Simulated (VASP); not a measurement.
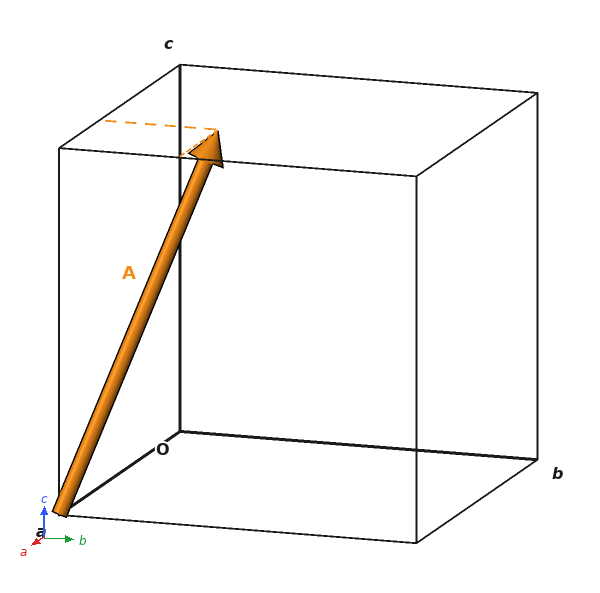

The arrow starts at a corner of the unit cell and ends on its surface; where a tip isn't a corner, dashed lines run from it parallel to the axes. Crystal: La, an entry of the Crystallography Open Database, as set up for an electronic-structure calculation. Symmetry computed with spglib at a tolerance of 0.002 Å; standard conventional cell.

a = 5.291 Å, b = 5.291 Å, c = 5.291 Å, α = 90.00°, β = 90.00°, γ = 90.00°.

Index the direction.

Answer. Arrow A runs from (1, 0, 0) to (2/3, 1/3, 1), so [−1 1 3].

How long is the vector ua + vb + wc?

Answer. 17.548 Å.
